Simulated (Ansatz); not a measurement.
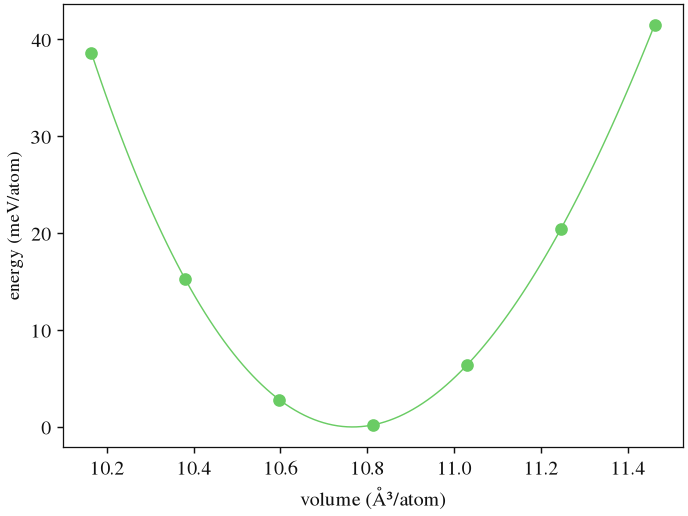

The figure shows the energy against volume for TaN, space group Fm-3m (No. 225).

Cell as given: a = 3.127 Å, b = 3.127 Å, c = 3.127 Å, α = 60.00°, β = 60.00°, γ = 60.00°; 2 atoms.

Calculation (Ansatz 0.2.0): plane-wave DFT, no spin polarisation; energies at scaled volumes of the given cell, shape and fractions fixed, counted from the fit's minimum, third-order Birch-Murnaghan fit. Level: PBE.

- k mesh: 10×10×10
- occupations: Fermi–Dirac
- smearing width: 0.05 eV
- potentials: JTH PAW
- wave cutoff: 1320 eV
- density cutoff: 5280 eV

Tabulate the plotted points.

| volume (Å³/atom) | energy (meV/atom) |
| --- | --- |
| 10.16 | 38.56 |
| 10.38 | 15.22 |
| 10.60 | 2.82 |
| 10.81 | 0.21 |
| 11.03 | 6.39 |
| 11.25 | 20.43 |
| 11.46 | 41.53 |
